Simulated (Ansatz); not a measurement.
Input file:

```
crystal:
  lattice:
    - [2.8645729427, 1.6538619596, 3.4346976991]
    - [-2.8645729427, 1.6538619596, 3.4346976991]
    - [0.0, -3.3077239191, 3.4346976991]
  atoms:
    - { symbol: Zr, position: [0.1618381745, 0.8381618255, 0.5] }
    - { symbol: Zr, position: [0.5, 0.1618381745, 0.8381618255] }
    - { symbol: Zr, position: [0.8381618255, 0.5, 0.1618381745] }
    - { symbol: S, position: [0.3349612447, 0.3349612447, 0.3349612447] }
    - { symbol: S, position: [0.6650387553, 0.6650387553, 0.6650387553] }
basis:
  ecutwfc: 420
kpoints:
  mp_grid: { grid: [12, 12, 12] }
hamiltonian:
  xc: pbesol
scf:
  occupations: { method: gaussian, width: 0.15 }
output:
  forces: true
  stress: true
  eigenvalues: true
  write_density: true
  write_potential: true
  elf: true
  volumetric_format: npy
```

Launched as:

```sh
ansatz run input.yaml --threads 2 --pin off --max-ram 5120MiB --backend cpu --events-out ev --progress --plain --runs-dir out
```

Below, planes, directions and counts refer to the conventional cell (a = 5.73 Å, b = 5.73 Å, c = 10.30 Å, α = 90.00°, β = 90.00°, γ = 120.00°).

Space group R32; a structure from a database of computed crystals, not necessarily the ambient phase.

Theory: DFT PBEsol, scalar-relativistic, plane waves, PAW in Ansatz.

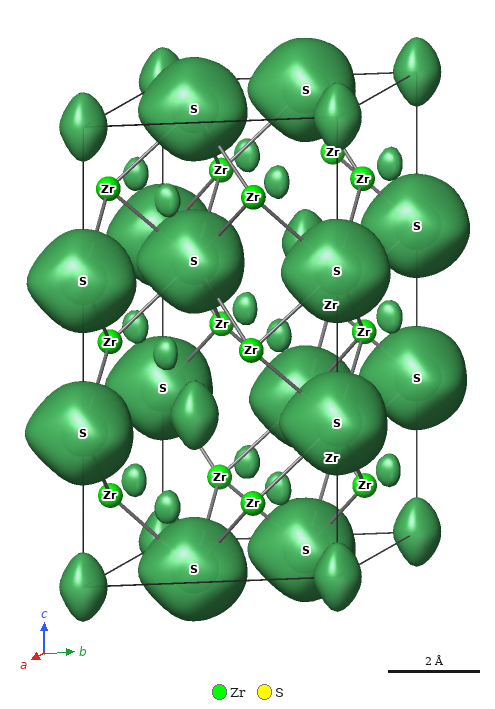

Zr3S2. Isosurface of the ELF at 0.65 (green), seen slightly off an axis. Core shells and regions of very low density are left out. Sticks mark near contacts.

In a PAW calculation such maps are meaningful between the atoms, not at the nuclei.

What do the ELF domains correspond to?

Answer. At this value the surface marks out six regions wrapped around S (the valence shell of each) and twelve pockets between the atoms, centred on no nucleus (multi-centre or interstitial), counted in one cell of 15 atoms. Any copies at cell faces, edges or corners count once.

Values along the shortest contacts:
Zr–S (2.57 Å): the ELF peaks at about 0.85 in the valence shell of S, 0.8 Å from its nucleus, and is about 0.25 at the midpoint (no shared electron pair shows on this line).
